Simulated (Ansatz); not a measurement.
# Geometry relaxation, with input and output: AlN (part 4 of 4)

AlN (10 atoms in the cell); DFT PBE, scalar-relativistic, plane waves, PAW, spin-polarised (Ansatz 0.2.0); cutoff 420 eV, 1×1×1 k-mesh, Gaussian smearing of 0.05 eV, collinear spins. The structure derives from an entry of the Crystallography Open Database. It belongs to a series of runs on one base structure; here: cluster of 10 atoms cut as a sphere about point 0.22 0.01 0.23, atoms shaken.

Geometry of the input (Å; fractional positions):
```
11.6000  0.0000  0.0000
0.0000  12.4000  0.0000
0.0000  0.0000  12.2000
Al 0.3619  0.4257  0.4222
Al 0.6419  0.4298  0.4231
Al 0.4958  0.6495  0.4182
Al 0.5059  0.3533  0.6307
Al 0.3687  0.5745  0.6241
N  0.3643  0.4297  0.5735
N  0.6310  0.4328  0.5743
N  0.5018  0.6480  0.5840
N  0.5009  0.3492  0.3671
N  0.3611  0.5706  0.3745
```

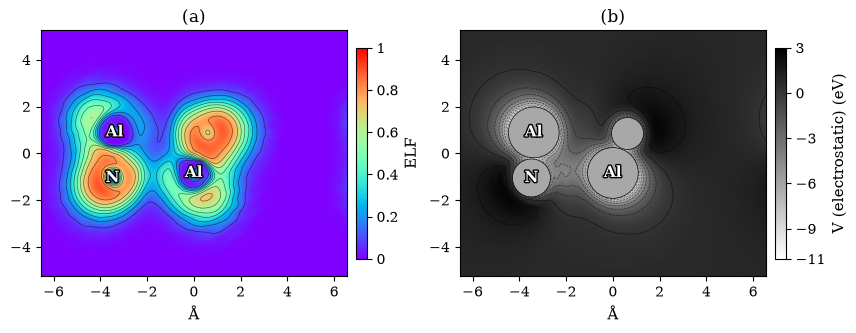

(a) electron localisation function; (b) electrostatic potential (local pseudopotential plus Hartree) felt by an electron on the (100) plane of the calculation cell, a cut from vacuum to vacuum. Grey discs, where drawn, cover atomic cores. Core electrons are frozen (PAW), so the fields are smoothed inside the atomic spheres.

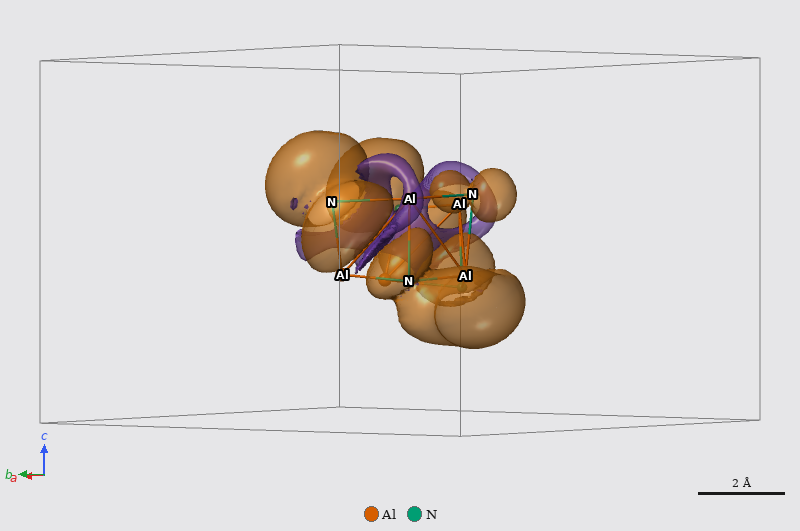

Isosurfaces of the spin density at +0.005 (orange) and −0.005 e/Å³ (purple), seen at an oblique angle. Sticks mark near contacts. The cell of the calculation (10 atoms) carries 2.0 μB net.

Results in brief

- outcome: converged
- electrons treated: 40
- free energy: −4600.9233 eV
- Fermi energy: −4.324 eV
- gap on the k-point mesh: 0.55 eV
- net moment of the cell: 2.00 μB
- integrated absolute moment: 2.28 μB
- final volume: 1754.85 Å³
- largest force (length of the vector) at the end: 0.017 eV/Å
- hardware: 4 threads of Intel Xeon @ 2.50GHz (Skylake/Cascade Lake), 192 GiB of memory available, shared host
- wall time: 3.9 min (CPU time 14 min)
- peak memory: 1.4 GiB

Remarks

Warnings of the run: the exchange-correlation potential is rough where the density is thin.
